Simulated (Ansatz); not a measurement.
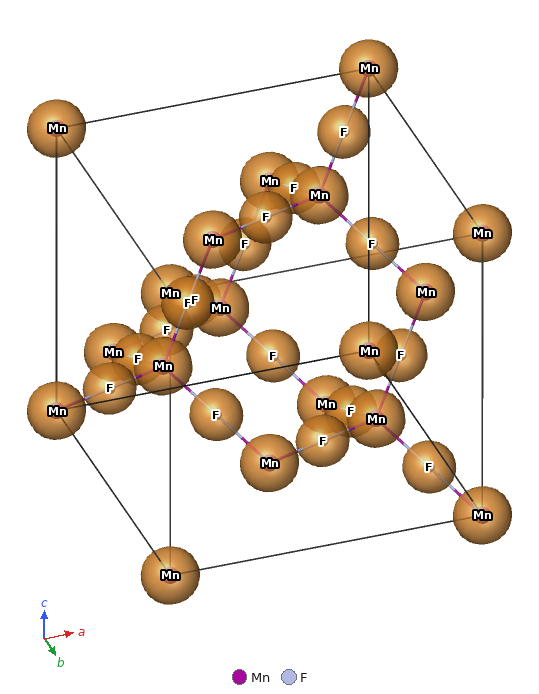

*MnF2. Isosurface of the valence pseudo-density at 1 e/Å³ (orange), seen at an oblique angle. Sticks mark near contacts.*

Space group Fd-3m; a structure generated by program, which may or may not match a known phase; the SCF solution may not be the lowest one; the program warned that another magnetic order may lie lower; spin-polarised.

Computed with DFT PBE, scalar-relativistic, plane waves, PAW in Ansatz 0.2.0.

The density is the valence pseudo-density of a PAW calculation; it isn't the true density close to the nuclei.

Input file:

```
crystal:
  lattice:
    - [0.0, 4.6015490958, 4.6015490958]
    - [4.6015490958, 0.0, 4.6015490958]
    - [4.6015490958, 4.6015490958, 0.0]
  atoms:
    - { symbol: Mn, position: [0.5, 0.5, 0.5], spin: 4.41 }
    - { symbol: Mn, position: [0.75, 0.75, 0.75], spin: 4.41 }
    - { symbol: F, position: [0.625, 0.625, 0.625] }
    - { symbol: F, position: [0.625, 0.625, 0.125] }
    - { symbol: F, position: [0.625, 0.125, 0.625] }
    - { symbol: F, position: [0.125, 0.625, 0.625] }
basis:
  ecutwfc: 420
kpoints:
  mp_grid: { grid: [6, 6, 6] }
hamiltonian:
  xc: pbe
scf:
  occupations: { method: gaussian, width: 0.02 }
output:
  forces: true
  stress: true
  eigenvalues: true
  populations: true
  write_density: true
  write_potential: true
  elf: true
  volumetric_format: npy
magnetization:
  spin_polarized: true
relax:
  adjacent_minimum: "off"
  f_tol: 0.01
  max_steps: 80
  cell: { stress_tol: 0.05 }
```

Run with:

```sh
ansatz run input.yaml --threads 1 --pin off --max-ram 2560MiB --backend cpu --events-out ev --progress --plain --runs-dir out
```

Below, planes, directions and counts refer to the conventional cell (a = 9.23 Å, b = 9.23 Å, c = 9.23 Å, α = 90.00°, β = 90.00°, γ = 90.00°).

The fields are those of the relaxed geometry.

> What does this surface tell about the bonding?

At this value the density breaks into separate islands; it holds about 75 % of the electrons treated as valence (semicore included). It bridges none of the near contacts. It is pinched off along the shortest Mn–F (2.00 Å) contacts. On the grid the lowest density along these lines, outside the cores, is 0.52 e/Å³ (Mn–F, 2.00 Å).
